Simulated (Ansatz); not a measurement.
Structure of Co:

```xyz
8
Lattice="5.0348 0.0000 0.0000 0.0000 5.0348 0.0000 0.0000 0.0000 5.0348" Properties=species:S:1:pos:R:3 pbc="T T T"
Co    0.0000    0.0000    2.5174
Co    1.2587    3.7761    1.2587
Co    0.0000    2.5174    0.0000
Co    1.2587    1.2587    3.7761
Co    2.5174    0.0000    0.0000
Co    3.7761    3.7761    3.7761
Co    2.5174    2.5174    2.5174
Co    3.7761    1.2587    1.2587
```

Basis of the simulation: the geometry relaxed with Ansatz, DFT r2SCAN, scalar-relativistic, plane waves, PAW; the starting structure was generated, so it need not be a known form of this composition.

Predict radii and indices of the first 4 visible rings (3 % of the strongest or more) for λ = 0.1665 Å and a flat detector at 530 mm.

```json
{"ring": "1", "radius": "30.4 mm", "2θ (°)": "3.28", "d (Å)": "2.91", "hkl": "111"}
{"ring": "2", "radius": "49.7 mm", "2θ (°)": "5.36", "d (Å)": "1.780", "hkl": "220"}
{"ring": "3", "radius": "58.4 mm", "2θ (°)": "6.29", "d (Å)": "1.518", "hkl": "311"}
{"ring": "4", "radius": "70.6 mm", "2θ (°)": "7.58", "d (Å)": "1.259", "hkl": "400"}
```

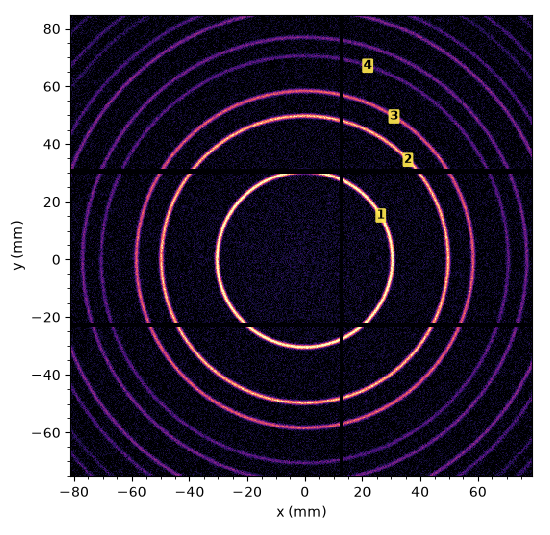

Simulated X-ray powder rings on a flat area detector normal to the beam: λ = 0.1665 Å, sample-to-detector distance 530 mm, axes in mm from the beam centre, beam polarised horizontally, for a fine-grained powder without texture. Kinematic intensities with B = 1.0 Å² for all atoms, without absorption; brightness goes as intensity to the power 0.6, clipped at the top, with counting noise. Reflections closer than the ring width show as one ring. The numbers mark the rings of the table.
